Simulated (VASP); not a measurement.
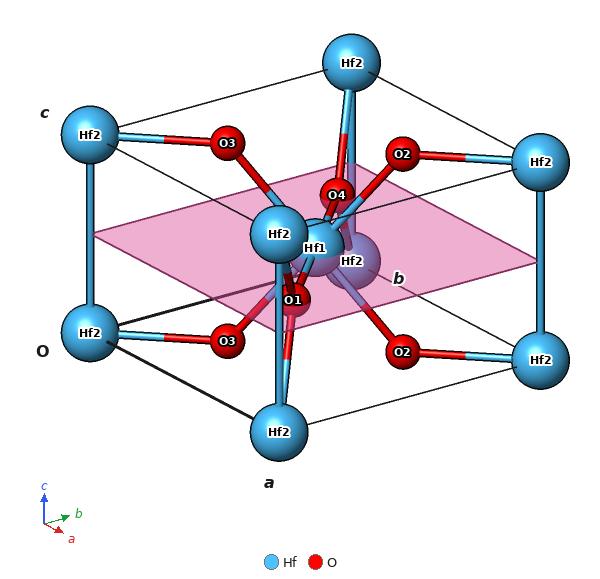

For HfO₂, the geometry relaxed with VASP, VASP Kohn-Sham DFT of a periodic cell, AM05, VASP PAW PBE potentials, recommended: the shaded plane is a symmetry element of the crystal. Symmetry computed with spglib at a tolerance of 0.002 Å; standard conventional cell.

a = 4.814 Å, b = 4.814 Å, c = 3.195 Å, α = 90.00°, β = 90.00°, γ = 90.00°.

```
atom       x       y       z
 Hf1  0.5000  0.5000  0.5000
 Hf2  0.0000  0.0000  0.0000
  O1  0.8052  0.1948  0.5000
  O2  0.6948  0.6948  0.0000
  O3  0.3052  0.3052  0.0000
  O4  0.1948  0.8052  0.5000
```

### Is it a mirror or a glide plane, and what is the operation?

It is a mirror plane, parallel to (0 0 1), through (1/2, 1/2, 1/2): x, y, z → x, y, −z+1.

### Onto which atom does it carry each atom (up to whole multiples of a, b and c)?

Hf1 → Hf1, Hf2 → Hf2, O1 → O1, O2 → O2, O3 → O3, O4 → O4.
